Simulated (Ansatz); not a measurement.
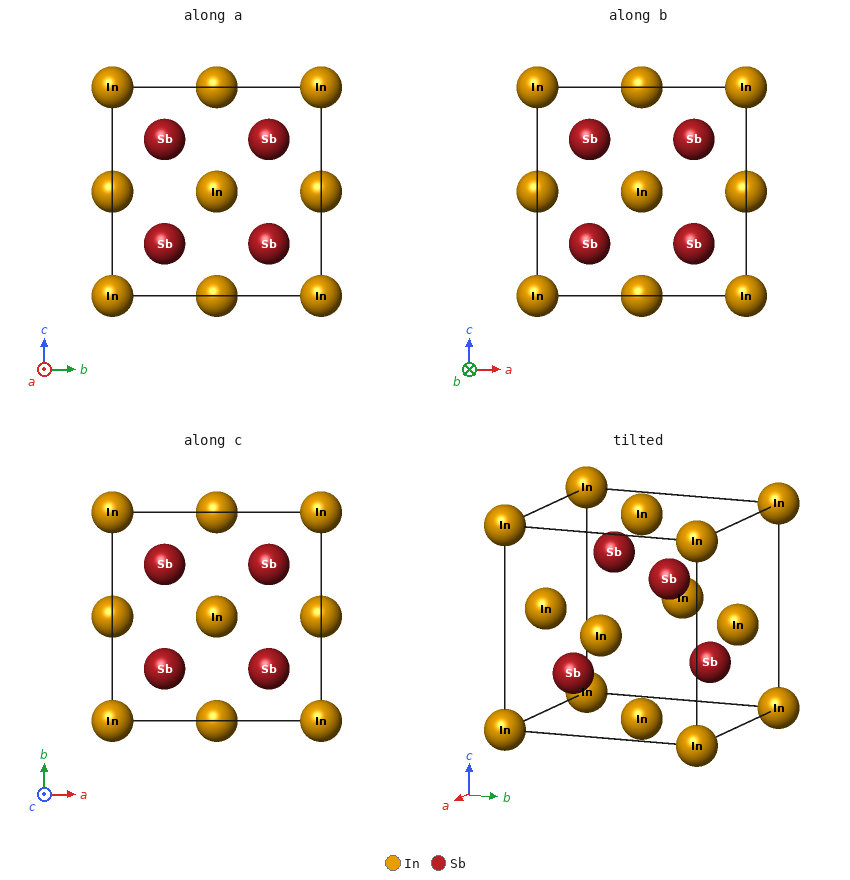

Drawn in the spheres-only manner and seen along the a axis, along the b axis, along the c axis and slightly off an axis. The wireframe shows the conventional unit cell.

Lattice parameters: a = 6.559 Å, b = 6.559 Å, c = 6.559 Å, α = 90.00°, β = 90.00°, γ = 90.00°. Put a along x and b in the xy plane.

Reconstruct the structure as a POSCAR file.

```
In Sb
1.0
     6.559    0.000    0.000
     0.000    6.559    0.000
     0.000    0.000    6.559
In Sb
4 4
Direct
  0.0000 0.0000 0.0000
  0.0000 0.5000 0.5000
  0.5000 0.0000 0.5000
  0.5000 0.5000 0.0000
  0.2500 0.2500 0.7500
  0.2500 0.7500 0.2500
  0.7500 0.2500 0.2500
  0.7500 0.7500 0.7500
```

Starting structure: a structure type filled with these elements by a generator (whether the compound takes this form wasn't checked). Earlier steps of the study may have refined or changed the cell and positions. It went into a calculation with Ansatz.
